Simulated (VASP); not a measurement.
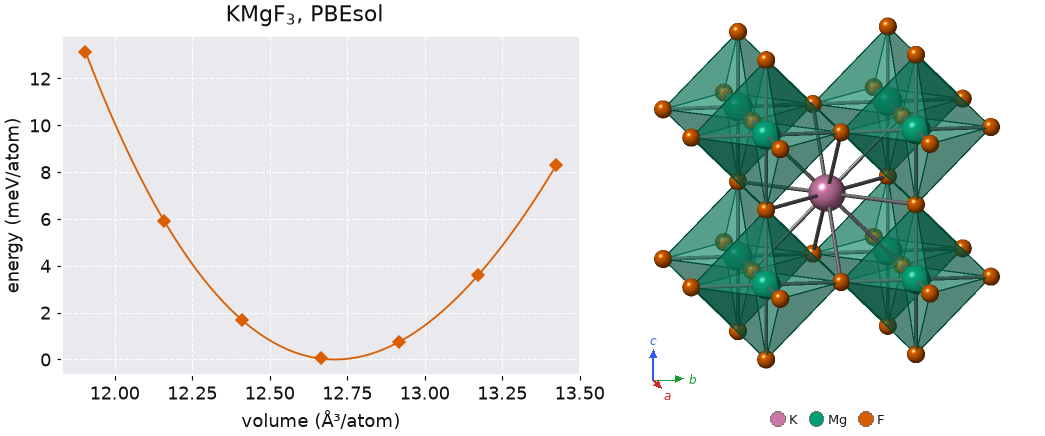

The plot gives the computed energy against volume for KMgF₃, space group Pm-3m (No. 221). The conventional cell is drawn beside the plot.

Starting cell:
```
CELL_PARAMETERS angstrom
3.98590 0.00000 0.00000
0.00000 3.98590 0.00000
0.00000 0.00000 3.98590
ATOMIC_POSITIONS crystal
K 0.50000 0.50000 0.50000
Mg 0.00000 0.00000 0.00000
F 0.00000 0.00000 0.50000
F 0.00000 0.50000 0.00000
F 0.50000 0.00000 0.00000
```

Computed with VASP 6.6.1: plane-wave DFT, no spin polarisation; energies at scaled volumes of the given cell, shape and fractions fixed, counted from the fit's minimum, third-order Birch-Murnaghan fit. Level: PBEsol.

```
       setting                                 value
        k mesh                                 7×7×7
   occupations                           Fermi–Dirac
smearing width                               0.05 eV
    potentials  VASP PAW PBE potentials, recommended
   wave cutoff                                520 eV
```

From this curve and the settings, what does the calculation give for the pressure at the same points?

The pressure falls from 5.19 GPa at volume 11.91 Å³/atom to −3.87 GPa at 13.43 Å³/atom, and changes sign near 12.65 Å³/atom.

```csv
volume (Å³/atom),pressure (GPa)
11.91,5.19
12.16,3.25
12.41,1.51
12.67,-0.07
12.92,-1.48
13.17,-2.73
13.43,-3.87
```
